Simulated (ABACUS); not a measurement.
**MnO2: band-structure run (part 2 of 3)**

Continued. System: MnO2 (P6₃/mmc, 6 atoms in the cell). Method: Kohn-Sham DFT of a periodic cell, r2SCAN, SG15 ONCV 1.2 PBE, spin-polarised (ABACUS 3.10.1); cutoff 1523.84 eV, 7×7×2 k-mesh, fermi-dirac of 0.05 eV, collinear spins. The structure derives from a Materials Project entry.

Geometry of the input (Å; fractional positions):
```
2.8550  0.0000  0.0000
-1.4275  2.4725  0.0000
0.0000  0.0000  10.2217
Mn 0.0000  0.0000  0.5000
Mn 0.0000  0.0000  0.0000
O  0.6667  0.3333  0.4069
O  0.6667  0.3333  0.0931
O  0.3333  0.6667  0.5931
O  0.3333  0.6667  0.9069
```

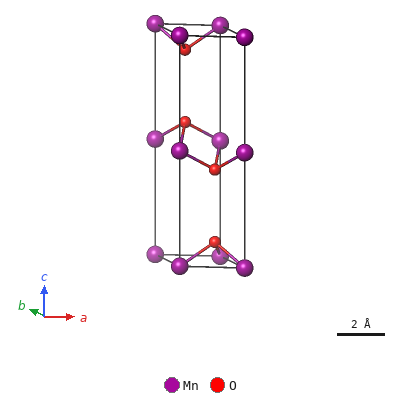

**Figure 1.** The structure as given in the input (ball-and-stick view of the cell of the calculation, seen slightly off an axis). An atom can appear more than once, as a periodic image.

**Output, continued**
```
 Density error is 5.55992989192e-05
                          Error Threshold = 1.80822943152e-07
----------------------------------------------------------
     Energy           Rydberg                 eV
----------------------------------------------------------
 E_KohnSham     -526.2295047052      -7159.7197197081
 E_Harris       -526.3236790541      -7161.0010274595
 E_Fermi        0.5087803635         6.9223119736
----------------------------------------------------------

 PW ALGORITHM --------------- ION=   1  ELEC=   8--------------------------------
          total magnetism (Bohr mag/cell) = 6.00000000008
       absolute magnetism (Bohr mag/cell) = 6.62115152428
                        nelec for spin up = 30
                      nelec for spin down = 24

 Density error is 2.42377083767e-06
                          Error Threshold = 1.02961664665e-07
----------------------------------------------------------
     Energy           Rydberg                 eV
----------------------------------------------------------
 E_KohnSham     -526.2295269914      -7159.7200229275
 E_Harris       -526.2364741257      -7159.8145435384
 E_Fermi        0.5087233799         6.9215366730
----------------------------------------------------------

 PW ALGORITHM --------------- ION=   1  ELEC=   9--------------------------------
          total magnetism (Bohr mag/cell) = 6.00000000008
       absolute magnetism (Bohr mag/cell) = 6.62530173161
                        nelec for spin up = 30
                      nelec for spin down = 24

 Density error is 1.16385875416e-06
                          Error Threshold = 4.48846451421e-09
----------------------------------------------------------
     Energy           Rydberg                 eV
----------------------------------------------------------
 E_KohnSham     -526.2295312773      -7159.7200812407
 E_Harris       -526.2160985517      -7159.5373196324
 E_Fermi        0.5088190936         6.9228389242
----------------------------------------------------------

 PW ALGORITHM --------------- ION=   1  ELEC=  10--------------------------------
          total magnetism (Bohr mag/cell) = 6.00000000009
       absolute magnetism (Bohr mag/cell) = 6.62653720563
                        nelec for spin up = 30
                      nelec for spin down = 24

 Density error is 1.70317026473e-07
                          Error Threshold = 2.15529398919e-09
----------------------------------------------------------
     Energy           Rydberg                 eV
----------------------------------------------------------
 E_KohnSham     -526.2295319531      -7159.7200904347
 E_Harris       -526.2236706010      -7159.6403426492
 E_Fermi        0.5089860275         6.9251101770
----------------------------------------------------------

 PW ALGORITHM --------------- ION=   1  ELEC=  11--------------------------------
          total magnetism (Bohr mag/cell) = 6.00000000009
       absolute magnetism (Bohr mag/cell) = 6.62535061627
                        nelec for spin up = 30
                      nelec for spin down = 24

 Density error is 5.58487873436e-08
                          Error Threshold = 3.15401900876e-10
----------------------------------------------------------
     Energy           Rydberg                 eV
----------------------------------------------------------
 E_KohnSham     -526.2295320542      -7159.7200918113
 E_Harris       -526.2313890117      -7159.7453570131
 E_Fermi        0.5090546521         6.9260438622
----------------------------------------------------------

 PW ALGORITHM --------------- ION=   1  ELEC=  12--------------------------------
          total magnetism (Bohr mag/cell) = 6.00000000009
       absolute magnetism (Bohr mag/cell) = 6.62544777246
                        nelec for spin up = 30
                      nelec for spin down = 24

 Density error is 2.95828954668e-09
                          Error Threshold = 1.03423680266e-10
----------------------------------------------------------
     Energy           Rydberg                 eV
----------------------------------------------------------
 E_KohnSham     -526.2295320730      -7159.7200920669
 E_KS(sigma->0) -526.2295320730      -7159.7200920667
 E_Harris       -526.2286440727      -7159.7080102024
 E_band         -63.4313296660       -863.0275151741
 E_one_elec     -435.9036691612      -5930.7736796987
 E_Hartree      235.3996570700       3202.7766433978
 E_xc           -71.9547174942       -978.9941559019
 E_Ewald        -253.7708024876      -3452.7288998638
 E_entropy(-TS) -0.0000000000        -0.0000000003
 E_descf        0.0000000000         0.0000000000
 E_exx          0.0000000000         0.0000000000
 E_Fermi        0.5090636025         6.9261656390
----------------------------------------------------------

 charge density convergence is achieved
 final etot is -7159.7200921 eV
 EFERMI = 6.926165639 eV

 STATE ENERGY(eV) AND OCCUPATIONS    NSPIN == 2
SPIN UP :
 1/4 kpoint (Cartesian) = 0.0000 0.0000 0.0000 (9695 pws)
       1       -78.4796      0.0102041
       2       -78.4494      0.0102041
       3       -46.5455      0.0102041
       4       -46.5427      0.0102041
       5       -46.5090      0.0102041
       6       -46.5090      0.0102041
       7       -46.5087      0.0102041
       8       -46.5087      0.0102041
       9       -14.2846      0.0102041
      10       -14.2457      0.0102041
      11       -12.2496      0.0102041
      12       -12.1833      0.0102041
      13      -0.203990      0.0102041
      14      0.0632385      0.0102041
      15      0.0632385      0.0102041
      16      0.0687339      0.0102041
      17      0.0687339      0.0102041
      18      0.0912635      0.0102041
      19        3.13914      0.0102041
      20        3.13914      0.0102041
      21        3.14076      0.0102041
      22        3.14076      0.0102041
      23        4.20207      0.0102041
      24        4.97242      0.0102041
      25        4.99607      0.0102041
      26        4.99607      0.0102041
      27        5.02067      0.0102041
      28        5.02067      0.0102041
      29        5.50507      0.0102041
      30        5.79632      0.0102041
      31        9.29938    2.48478e-23
      32        9.29938    2.48478e-23
      33        9.32240    1.56808e-23
      34        9.32240    1.56808e-23
      35        13.6287    6.18486e-61
      36        15.4439    1.05744e-76
      37        16.0264    9.23319e-82
      38        17.4978        0.00000
      39        19.2072        0.00000
      40        20.1950        0.00000
      41        26.8981        0.00000
      42        26.8981        0.00000
      43        27.2155        0.00000

 2/4 kpoint (Cartesian) = -0.14286 0.082479 0.0000 (9706 pws)
       1       -78.4760      0.0612245
       2       -78.4458      0.0612245
       3       -46.5408      0.0612245
       4       -46.5393      0.0612245
       5       -46.5382      0.0612245
       6       -46.5372      0.0612245
       7       -46.5157      0.0612245
       8       -46.5154      0.0612245
       9       -14.0422      0.0612245
      10       -14.0039      0.0612245
      11       -12.3147      0.0612245
      12       -12.2550      0.0612245
      13     -0.0799449      0.0612245
      14    -0.00768516      0.0612245
      15       0.115290      0.0612245
      16       0.300526      0.0612245
      17       0.307057      0.0612245
      18       0.381804      0.0612245
      19        2.57078      0.0612245
      20        2.58657      0.0612245
      21        2.76249      0.0612245
      22        2.76775      0.0612245
      23        4.50686      0.0612245
      24        4.54864      0.0612245
      25        4.68852      0.0612245
      26        5.18127      0.0612245
      27        5.20393      0.0612245
      28        5.32454      0.0612245
      29        5.60026      0.0612245
      30        5.89794      0.0612245
      31        8.61147    1.40786e-16
      32        8.71483    1.78141e-17
      33        9.16446    2.21491e-21
      34        9.18923    1.34946e-21
      35        14.4676    1.91677e-67
      36        15.9248    4.22019e-80
      37        16.9237    8.89486e-89
      38        18.4563        0.00000
      39        20.0636        0.00000
      40        20.4905        0.00000
      41        24.9720        0.00000
      42        25.3794        0.00000
      43        26.3303        0.00000

 3/4 kpoint (Cartesian) = -0.28571 0.16496 0.0000 (9752 pws)
       1       -78.4678      0.0612245
       2       -78.4376      0.0612245
       3       -46.6055      0.0612245
       4       -46.6052      0.0612245
       5       -46.5308      0.0612245
       6       -46.5305      0.0612245
       7       -46.5292      0.0612245
       8       -46.5264      0.0612245
       9       -13.4556      0.0612245
      10       -13.4193      0.0612245
      11       -12.4653      0.0612245
      12       -12.4190      0.0612245
      13      -0.275230      0.0612245
      14      -0.170442      0.0612245
      15       0.792738      0.0612245
      16       0.802618      0.0612245
      17       0.866256      0.0612245
      18        1.03222      0.0612245
      19        1.45559      0.0612245
      20        1.59162      0.0612245
      21        2.39980      0.0612245
      22        2.40839      0.0612245
      23        4.24361      0.0612245
      24        4.30716      0.0612245
      25        4.99629      0.0612245
      26        5.00046      0.0612245
      27        5.02166      0.0612245
      28        5.23139      0.0612245
      29        5.24587      0.0612245
      30        5.55930      0.0612245
      31        7.91159    1.68917e-10
      32        8.18214    7.54568e-13
      33        9.04875    2.24092e-20
      34        9.07723    1.26772e-20
      35        16.1368    6.09152e-82
      36        16.8867    1.86586e-88
      37        18.7100        0.00000
      38        20.2575        0.00000
      39        20.8253        0.00000
      40        21.9328        0.00000
      41        22.6793        0.00000
      42        23.3456        0.00000
      43        23.9382        0.00000

 4/4 kpoint (Cartesian) = -0.42857 0.24744 0.0000 (9762 pws)
       1       -78.4612      0.0612245
       2       -78.4310      0.0612245
       3       -46.6586      0.0612245
       4       -46.6583      0.0612245
       5       -46.5429      0.0612245
       6       -46.5426      0.0612245
       7       -46.5201      0.0612245
       8       -46.5174      0.0612245
       9       -12.9327      0.0612245
      10       -12.8988      0.0612245
      11       -12.5879      0.0612245
      12       -12.5512      0.0612245
      13      -0.824905      0.0612245
      14      -0.758427      0.0612245
      15       0.927682      0.0612245
      16       0.940249      0.0612245
      17        1.30703      0.0612245
      18        1.45395      0.0612245
      19        1.81154      0.0612245
      20        1.98275      0.0612245
      21        2.98298      0.0612245
      22        2.99648      0.0612245
      23        3.90636      0.0612245
      24        4.00803      0.0612245
      25        4.10937      0.0612245
      26        4.12550      0.0612245
      27        4.23805      0.0612245
      28        4.47001      0.0612245
      29        4.80138      0.0612245
      30        4.99310      0.0612245
      31        8.28517    9.61098e-14
      32        8.50412    1.20505e-15
      33        9.11482    5.97710e-21
      34        9.14712    3.13274e-21
      35        17.4950        0.00000
      36        18.4659        0.00000
      37        19.4778        0.00000
      38        19.5400        0.00000
      39        20.5919        0.00000
      40        21.2842        0.00000
      41        23.2036        0.00000
      42        23.5613        0.00000
      43        23.6954        0.00000

SPIN DOWN :
 1/4 kpoint (Cartesian) = 0.0000 0.0000 0.0000 (9695 pws)
       1       -75.4813      0.0102041
       2       -75.4527      0.0102041
       3       -42.1201      0.0102041
       4       -42.1201      0.0102041
       5       -42.1199      0.0102041
       6       -42.1199      0.0102041
       7       -41.9321      0.0102041
       8       -41.9320      0.0102041
       9       -14.3762      0.0102041
      10       -14.3378      0.0102041
      11       -12.3478      0.0102041
      12       -12.2834      0.0102041
      13        1.00948      0.0102041
      14        1.29314      0.0102041
      15        1.29314      0.0102041
      16        1.30282      0.0102041
      17        1.30282      0.0102041
      18        1.48614      0.0102041
      19        4.18356      0.0102041
      20        4.83458      0.0102041
      21        4.83458      0.0102041
      22        4.85895      0.0102041
      23        4.85895      0.0102041
      24        4.95315      0.0102041
      25        8.43741    7.62523e-16
      26        8.43741    7.62523e-16
      27        8.43951    7.31114e-16
      28        8.43951    7.31114e-16
      29        9.98510    2.74917e-29
      30        10.0927    3.19794e-30
      31        11.4469    5.52475e-42
      32        11.4469    5.52475e-42
      33        11.4690    3.54871e-42
      34        11.4690    3.54871e-42
      35        13.9661    7.25877e-64
      36        15.6825    8.95112e-79
      37        16.6471    3.75086e-87
      38        18.1113        0.00000
      39        19.7143        0.00000
      40        20.6441        0.00000
      41        27.5752        0.00000
      42        27.7826        0.00000
      43        27.7826        0.00000

 2/4 kpoint (Cartesian) = -0.14286 0.082479 0.0000 (9706 pws)
       1       -75.4775      0.0612245
       2       -75.4489      0.0612245
       3       -42.1580      0.0612245
       4       -42.1578      0.0612245
       5       -42.1283      0.0612245
       6       -42.1280      0.0612245
       7       -41.9250      0.0612245
       8       -41.9249      0.0612245
       9       -14.1323      0.0612245
      10       -14.0945      0.0612245
      11       -12.4045      0.0612245
      12       -12.3462      0.0612245
      13        1.02114      0.0612245
      14        1.12082      0.0612245
      15        1.29176      0.0612245
      16        1.45091      0.0612245
      17        1.46214      0.0612245
      18        1.72847      0.0612245
      19        3.78558      0.0612245
      20        3.86830      0.0612245
      21        4.41775      0.0612245
      22        4.44257      0.0612245
      23        4.66421      0.0612245
      24        5.24486      0.0612245
      25        8.60983    1.45488e-16
      26        8.63958    8.02404e-17
      27        8.85607    1.05684e-18
      28        8.85927    9.91306e-19
      29        9.93747    4.27599e-28
      30        10.0450    4.97567e-29
      31        10.8673    3.58506e-36
      32        11.0143    1.89784e-37
      33        11.2853    8.40006e-40
      34        11.3086    5.26844e-40
      35        14.7511    6.61728e-70
      36        16.1860    2.27594e-82
      37        17.4957        0.00000
      38        19.0978        0.00000
      39        20.6791        0.00000
      40        20.9649        0.00000
      41        25.8316        0.00000
      42        26.3255        0.00000
      43        27.1417        0.00000

[... levels at 2 further k points ...]

------------------------------------------------------------------------------------------
 TOTAL-FORCE (eV/Angstrom)
------------------------------------------------------------------------------------------
                       Mn1         0.0000000000         0.0000000000         0.0000000000
                       Mn2         0.0000000000         0.0000000000         0.0000000000
                        O1         0.0000000000         0.0000000000        -0.0417939249
                        O2         0.0000000000         0.0000000000         0.0417939249
                        O3         0.0000000000         0.0000000000         0.0417939249
                        O4         0.0000000000         0.0000000000        -0.0417939249
------------------------------------------------------------------------------------------

----------------------------------------------------------------
 TOTAL-STRESS (KBAR)
----------------------------------------------------------------
        17.8135187256         0.0000000000         0.0000000000
        -0.0000000000        17.8135187249        -0.0000000000
         0.0000000000        -0.0000000000         3.6462922022
----------------------------------------------------------------
 TOTAL-PRESSURE: 13.091110 KBAR

 --------------------------------------------
 !FINAL_ETOT_IS -7159.7200920668501567 eV
 --------------------------------------------
```

**Standard output**
```
ABACUS v3.10.1

               Atomic-orbital Based Ab-initio Computation at UStc

 dft_functional readin is: MGGA_X_R2SCAN+MGGA_C_R2SCAN
 dft_functional in pseudopot file is: PBE
 Please make sure this is what you need
 dft_functional readin is: MGGA_X_R2SCAN+MGGA_C_R2SCAN
 dft_functional in pseudopot file is: PBE
 Please make sure this is what you need

%%%%%%%%%%%%%%%%%%%%%%%%%%%%%%%%%%%%%%%%%%%%%%%%%%%%%%%%%%%%%%%%%%%%%%%%%%%%%%%%%%%%%%%%%%%%%%%%%%%%%%%%%
 Warning: the number of valence electrons in pseudopotential > 7 for Mn: [Ar] 3d5 4s2
 Pseudopotentials with additional electrons can yield (more) accurate outcomes, but may be less efficient.
 If you're confident that your chosen pseudopotential is appropriate, you can safely ignore this warning.
%%%%%%%%%%%%%%%%%%%%%%%%%%%%%%%%%%%%%%%%%%%%%%%%%%%%%%%%%%%%%%%%%%%%%%%%%%%%%%%%%%%%%%%%%%%%%%%%%%%%%%%%%

 UNIFORM GRID DIM        : 40 * 40 * 135
 UNIFORM GRID DIM(BIG)   : 40 * 40 * 135
func,idMGGA_X_R2SCAN 497
func,idMGGA_C_R2SCAN 498
 ---------------------------------------------------------
 Self-consistent calculations for electrons
 ---------------------------------------------------------
 SPIN    KPOINTS         PROCESSORS  THREADS
 2       32              4           4
 ---------------------------------------------------------
 Use plane wave basis
 ---------------------------------------------------------
 ELEMENT NATOM       XC
 Mn      2
 O       4
 ---------------------------------------------------------
 Initial plane wave basis and FFT box
 ---------------------------------------------------------
 -------------------------------------------
 SELF-CONSISTENT :
 -------------------------------------------
 START CHARGE      : atomic
 ITER      TMAG       AMAG        ETOT/eV          EDIFF/eV         DRHO         DKIN     TIME/s
 DA1      6.00e+00   6.54e+00  -7.14820568e+03   0.00000000e+00   2.3506e+00   1.1864e+00 162.86
 DA2      6.00e+00   6.22e+00  -7.15618070e+03  -7.97502179e+00   7.0757e-01   8.2958e-01  85.83
 DA3      6.00e+00   6.44e+00  -7.15919033e+03  -3.00962948e+00   4.8239e-02   3.2027e-01  77.71
 DA4      6.00e+00   6.69e+00  -7.15969424e+03  -5.03914336e-01   9.9800e-03   4.2599e-02  86.68
 DA5      6.00e+00   6.74e+00  -7.15971033e+03  -1.60892673e-02   2.8600e-03   2.5795e-02  62.35
 DA6      6.00e+00   6.66e+00  -7.15971831e+03  -7.97832584e-03   9.7644e-05   7.3620e-03  56.52
 DA7      6.00e+00   6.61e+00  -7.15971972e+03  -1.41041039e-03   5.5599e-05   7.2793e-03  80.57
 DA8      6.00e+00   6.62e+00  -7.15972002e+03  -3.03219438e-04   2.4238e-06   3.2660e-03  61.67
 DA9      6.00e+00   6.63e+00  -7.15972008e+03  -5.83132116e-05   1.1639e-06   1.2462e-03  95.94
 DA10     6.00e+00   6.63e+00  -7.15972009e+03  -9.19400733e-06   1.7032e-07   2.3041e-04  78.34
 DA11     6.00e+00   6.63e+00  -7.15972009e+03  -1.37660644e-06   5.5849e-08   2.1915e-04 101.73
 DA12     6.00e+00   6.63e+00  -7.15972009e+03  -2.55501664e-07   2.9583e-09   1.9961e-04 100.37
----------------------------------------------------------------
 TOTAL-STRESS (KBAR)
----------------------------------------------------------------
        17.8135187256         0.0000000000         0.0000000000
        -0.0000000000        17.8135187249        -0.0000000000
         0.0000000000        -0.0000000000         3.6462922022
----------------------------------------------------------------
 TOTAL-PRESSURE: 13.091110 KBAR
```
